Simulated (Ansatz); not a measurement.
```yaml
crystal:
  lattice:
    - [3.82016, 0.00000, 0.00000]
    - [0.00000, 3.82016, 0.00000]
    - [0.00000, 0.00000, 17.86304]
  atoms:
    - { symbol: Sn, position: [0.75000, 0.25000, 0.22393] }
    - { symbol: O, position: [0.25000, 0.25000, 0.29007] }
    - { symbol: O, position: [0.75000, 0.75000, 0.29007] }
    - { symbol: Sn, position: [0.25000, 0.75000, 0.35621] }
    - { symbol: H, position: [0.25000, 0.00000, 0.44325] }
```

Not relaxed (largest force 0.7 eV/Å); PAW files of the earlier set (soft_1); the program warned that a starting moment wasn't kept; spin-polarised, but the moments vanished.

Computed with DFT PBE+D3(BJ), scalar-relativistic, plane waves, PAW in Ansatz 0.2.0.

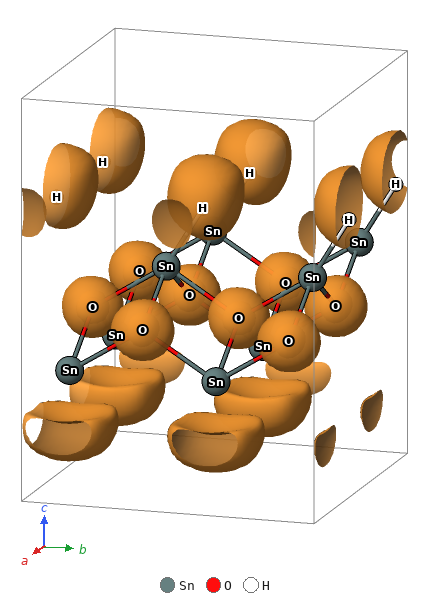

Sn₂HO₂ (slab). Isosurface of the ELF at 0.75 (orange), seen slightly off an axis. Core shells and regions of very low density are left out. Sticks mark near contacts.

### Where are the electrons localised?

The ELF exceeds this value in one region around a hydrogen nucleus, one lobe on Sn, pointing away from the bonds (lone pairs) and two regions wrapped around O (the valence shell of each), counted in one cell of 5 atoms. Counts are for one cell; the picture repeats the cell along the surface.

Values along the shortest contacts:
Sn–H (1.82 Å): the ELF climbs to about 1 towards the hydrogen. Sn–O (2.25 Å): the ELF peaks at about 0.85 in the valence shell of O, 0.6 Å from its nucleus, and is about 0.20 at the midpoint (no localised pair shows between them).

### Does the calculation give a band gap?

It is metallic or semimetallic at this level of theory: no gap opens.
